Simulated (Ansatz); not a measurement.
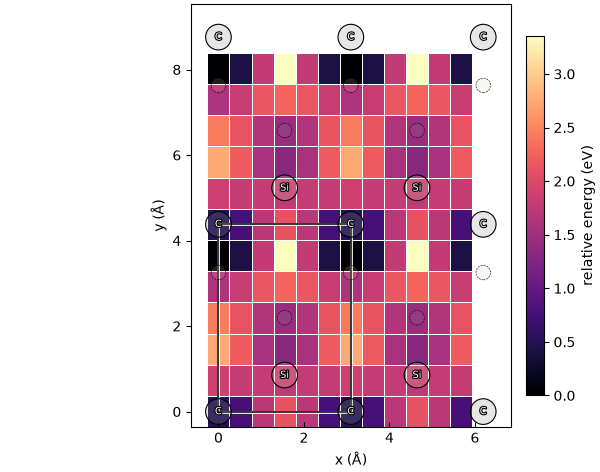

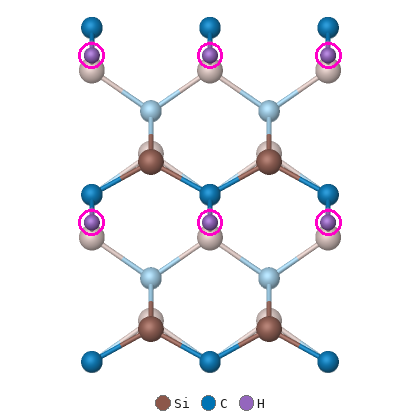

Energy landscape of H on a SiC(110) slab cut from the F-43m phase, its upper half relaxed before the scan (8 atoms of substrate and one adsorbate in a 1 × 1 cell). H is moved over the surface cell; relaxed at each place: the height of the adsorbate's atoms; substrate rigid; the origin of the map has the adsorbate above C8. Places are given modulo a cell vector. The map is drawn in real space over the plane of the surface. The scan uses a 6 × 6 grid; 24 points were computed and 12 follow by symmetry. Energies are in eV, from the lowest grid point. At some places the adsorbate sinks to or below the level of the top layer. The magnetic moment jumps between some neighbouring points. With one adsorbate in each 1 × 1 cell, its nearest image is 3.1 Å away, so neighbouring adsorbates interact. All numbers below come from DFT PBE, scalar-relativistic, plane waves, PAW (Ansatz). Settings: cutoff 420 eV, k-mesh 9×6×1, gaussian smearing 0.05 eV, spin-polarised.

The picture shows one coloured cell a grid point, labelled circles for the atoms of the top layer and small ones for the second layer, the outline of one cell of the 2 × 2 shown. The second picture is the structure at the lowest point; rings mark the moved atoms.

Q: Where are the lowest and the highest points?

A: The lowest grid point is at (0/6, 5/6) of the cell vectors [nearest 1 C at 1.11 Å]. The highest grid point, a place at or below the level of the top layer, (3/6, 5/6) of the cell vectors, lies 3.35 eV above the lowest. At the lowest point the adsorbate has 1 C at 1.11 Å as nearest neighbours, at the highest 1 C at 1.52 Å. Its relaxed height above the top atom is 0.84 Å at the lowest and −1.08 Å at the highest point.

Grid values (eV):

| second ↓, first → | 0/6 | 1/6 | 2/6 | 3/6 | 4/6 | 5/6 |
| --- | --- | --- | --- | --- | --- | --- |
| 5/6 | 0.00 | 0.42 | 1.77 | 3.35 | 1.77 | 0.42 |
| 4/6 | 1.61 | 1.82 | 2.14 | 2.28 | 2.14 | 1.82 |
| 3/6 | 2.43 | 2.11 | 1.64 | 1.44 | 1.64 | 2.11 |
| 2/6 | 2.74 | 2.18 | 1.57 | 1.31 | 1.57 | 2.18 |
| 1/6 | 1.86 | 1.80 | 1.79 | 1.76 | 1.79 | 1.80 |
| 0/6 | 0.49 | 0.76 | 1.71 | 2.10 | 1.71 | 0.76 |

Time for the 24 points that were run: 35 min on 2 threads of Intel(R) Xeon(R) 6975P-C (Granite Rapids), on a shared host.

PAW datasets: the set soft_1.
